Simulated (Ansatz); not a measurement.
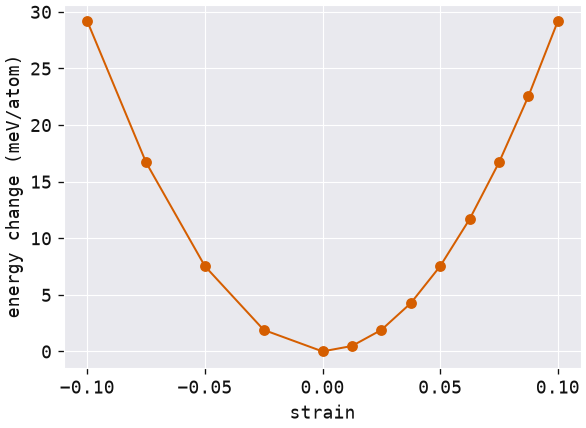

The figure shows the energy change against strain for Ti, space group P6/mmm (No. 191).

The given structure:
```xyz
3
Lattice="4.5153 0.0000 0.0000 -2.2576 3.9104 0.0000 0.0000 0.0000 2.7988" Properties=species:S:1:pos:R:3 pbc="T T T"
Ti    0.0000    0.0000    0.0000
Ti    0.0000    2.6069    1.3994
Ti    2.2576    1.3035    1.3994
```

Calculation (Ansatz 0.2.0): homogeneous strain of a crystal along one Voigt pattern with engineering shear, fractional coordinates fixed, by plane-wave density functional theory with PAW datasets, free energies less that of the undisturbed cell, pressure positive in compression; scalar-relativistic. Level: PBEsol, no spin polarisation.

| setting | value |
| --- | --- |
| wave cutoff | 420 eV |
| k mesh | 12×12×18 |
| occupations | Gaussian |
| smearing width | 0.15 eV |
| k shift | (0, 0, 0) (mesh steps) |
| start | relaxed |
| strain pattern | (0, 0, 0, 0, 0, 1) (xx yy zz yz xz xy with engineering shear) |

The points at strain −0.075, −0.025, 0.05 and 0.1 follow from computed ones by symmetry.

From this curve and the settings, what does the calculation give for the tensile stress summed over the strain pattern and pressure at the same points?

The tensile stress summed over the strain pattern rises from −5.4 GPa at strain −0.1000 to 5.4 GPa at 0.1000, and changes sign near 0.000. The pressure goes from 0.415 GPa at strain −0.1000 to 0.415 GPa at 0.1000, not monotonically, with a low of −0.017 GPa at 0.0000, and changes sign near −0.016 and 0.019.

```json
{"strain": "-0.1000", "tensile stress summed over the strain pattern (GPa)": "-5.4", "pressure (GPa)": "0.415"}
{"strain": "-0.0750", "tensile stress summed over the strain pattern (GPa)": "-4.2", "pressure (GPa)": "0.229"}
{"strain": "-0.0500", "tensile stress summed over the strain pattern (GPa)": "-2.9", "pressure (GPa)": "0.092"}
{"strain": "-0.0250", "tensile stress summed over the strain pattern (GPa)": "-1.5", "pressure (GPa)": "0.010"}
{"strain": "0.0000", "tensile stress summed over the strain pattern (GPa)": "0.0", "pressure (GPa)": "-0.017"}
{"strain": "0.0125", "tensile stress summed over the strain pattern (GPa)": "0.7", "pressure (GPa)": "-0.010"}
{"strain": "0.0250", "tensile stress summed over the strain pattern (GPa)": "1.5", "pressure (GPa)": "0.010"}
{"strain": "0.0375", "tensile stress summed over the strain pattern (GPa)": "2.2", "pressure (GPa)": "0.044"}
{"strain": "0.0500", "tensile stress summed over the strain pattern (GPa)": "2.9", "pressure (GPa)": "0.092"}
{"strain": "0.0625", "tensile stress summed over the strain pattern (GPa)": "3.6", "pressure (GPa)": "0.154"}
{"strain": "0.0750", "tensile stress summed over the strain pattern (GPa)": "4.2", "pressure (GPa)": "0.229"}
{"strain": "0.0875", "tensile stress summed over the strain pattern (GPa)": "4.8", "pressure (GPa)": "0.317"}
{"strain": "0.1000", "tensile stress summed over the strain pattern (GPa)": "5.4", "pressure (GPa)": "0.415"}
```
